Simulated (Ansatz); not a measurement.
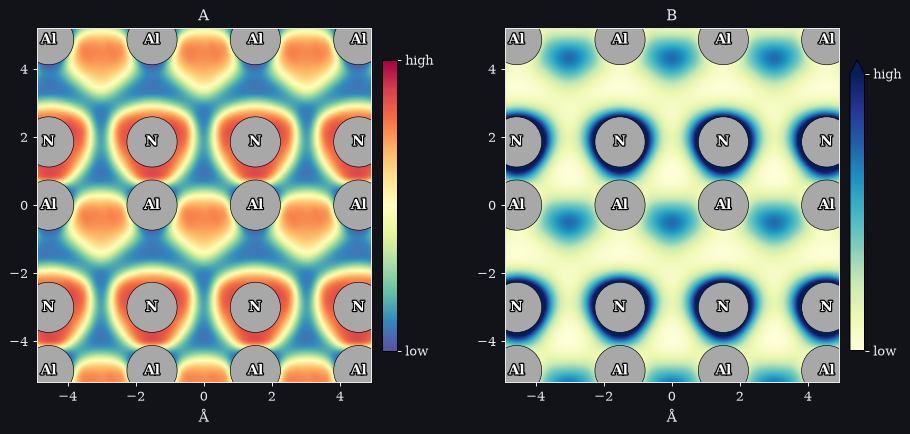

AlN: 2 fields on the (010) plane of the conventional cell, with unlabelled colour scales. Grey discs cover the atomic cores.

Space group Cmc2₁; changed on purpose from its base cell (mode 5 frozen in at -0.017 Å, equal normal strain along x, y and z -0.0167); computed pressure about 12 GPa in this cell.

The calculation used DFT LDA, scalar-relativistic, plane waves, PAW in Ansatz.

The panels show electron localisation function and valence pseudo-density in some order. Assign them.

Answer. Panel A: electron localisation function. Panel B: valence pseudo-density. From the grid: Al–N (1.86 Å): ρ is about 0.72 e/Å³ halfway; the ELF peaks at about 0.90 between the atoms; a shared but strongly polarised pair.
